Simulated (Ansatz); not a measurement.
System: ZnSe, space group I-4m2, 2 atoms in the cell, zincblende type, biaxial (xy) strain −2.0%.

```
Zn Se
1.0
     0.00000    2.77436    2.83242
     2.77436    0.00000    2.83242
     2.77436    2.77436    0.00000
Zn Se
1 1
Cartesian
  0.0000 0.0000 0.0000
  1.3872 1.3872 1.4162
```

Computed with Ansatz 0.2.0: DFT, HSE06, plane waves, PAW, no spin polarisation, 6×6×6 k mesh, 420 eV cutoff.

What does the calculation give for the electronic structure?

There is a gap; over the k points computed it is 2.58 eV (direct among those points). Within the window shown, the tallest peak of the filled states lies 2.1 eV under the valence-band top, at about 2.2 states per eV and cell.

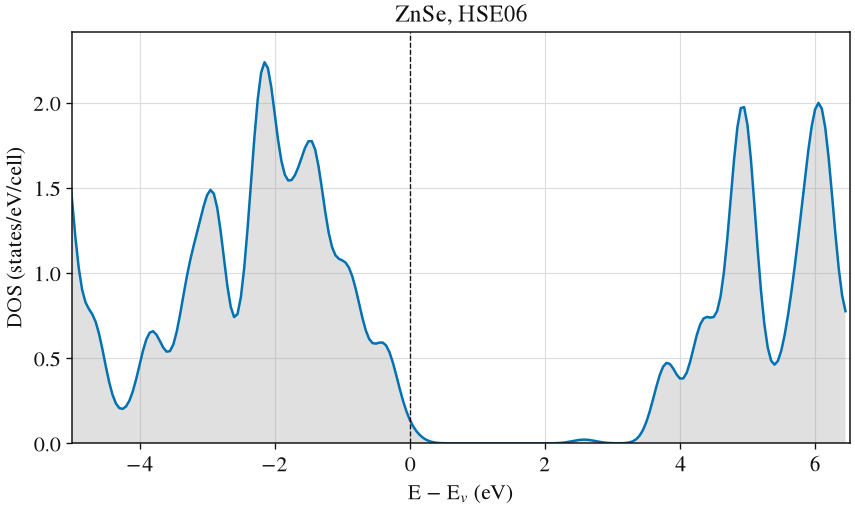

Density of states. Energies are counted from the top of the valence band. The curve is built from the levels of the k mesh with Gaussians 0.4 eV wide, which also blur the band edges.
